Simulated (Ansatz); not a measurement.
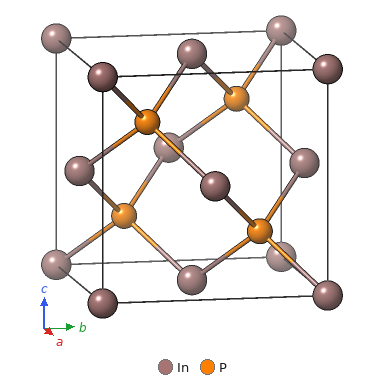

System: InP, space group F-43m (No. 216). The picture shows the conventional cell.

The given structure:
```
CELL_PARAMETERS angstrom
0.00000 2.93050 2.93050
2.93050 0.00000 2.93050
2.93050 2.93050 0.00000
ATOMIC_POSITIONS crystal
In 0.00000 0.00000 0.00000
P 0.75000 0.75000 0.75000
```

Input of one of the runs behind the figure:
```
crystal:
  lattice:
    - [0.0, 2.9305, 2.9305]
    - [2.9305, 0.0, 2.9305]
    - [2.9305, 2.9305, 0.0]
  atoms:
    - { symbol: In, position: [0.0, 0.0, 0.0] }
    - { symbol: P, position: [0.75, 0.75, 0.75] }
kpoints:
  mp_grid: { grid: [11, 11, 11] }
  band_path:
    path:
      - [0.0, 0.0, 0.0]
      - [-0.5, -0.5, 0.0]
      - [-0.375, -0.375, 0.25]
      - [-0.375, 0.0, 0.375]
      - [0.0, 0.0, 0.0]
      - [0.0, 0.0, 0.5]
      - [-0.5, -0.25, 0.25]
      - [-0.5, -0.5, 0.0]
    npoints: 8
scf:
  occupations: { method: fermi_dirac, width: 0.03 }
hamiltonian:
  xc: pbe
  pseudopotentials: { kind: paw }
output:
  forces: true
  stress: true
  eigenvalues: true
  efg: { contact_densities: true }
  populations: true
  bader: true
  dos: { projected: true, de: 0.2, e_range: [-14, 8] }
```

Run as:
```bash
ansatz run input.yaml --threads 1 --pin off --max-ram 2048MiB --backend cpu --events-out ev --progress --plain --runs-dir out
```

Calculation (Ansatz 0.2.0): periodic Kohn-Sham DFT of a crystal at fixed atoms, scaled to the stated factor times the given cell; pressure positive in compression. Level: PBE.

```
       setting            value
        method  frozen-core PAW
    relativity           scalar
        k mesh         11×11×11
   occupations      Fermi–Dirac
smearing width          0.03 eV
   wave cutoff           420 eV
       PAW set           soft_2
```

V(given) is 25.17 Å³/atom.

What does the calculation give for the pressure against V/V(given)? The V/V(given) takes the values 0.950, 0.975, 1.000, 1.025, 1.050.

The pressure falls from 7.629 GPa at V/V(given) 0.950 to 0.072 GPa at 1.050.

```tsv
V/V(given)	pressure (GPa)
0.950	7.629
0.975	5.342
1.000	3.344
1.025	1.597
1.050	0.072
```

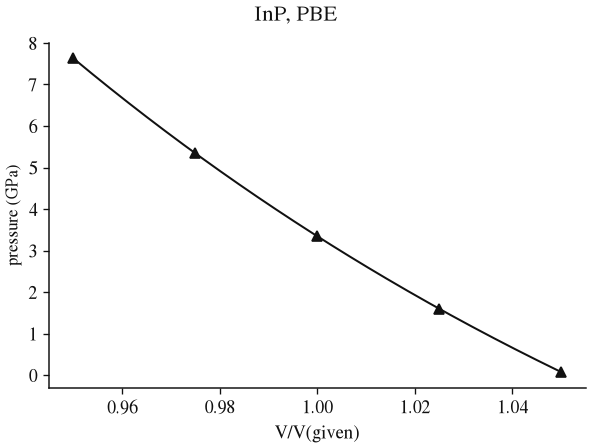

Limits of the calculation: the volumes run don't bracket the minimum of the energy, so any equilibrium value is extrapolated.
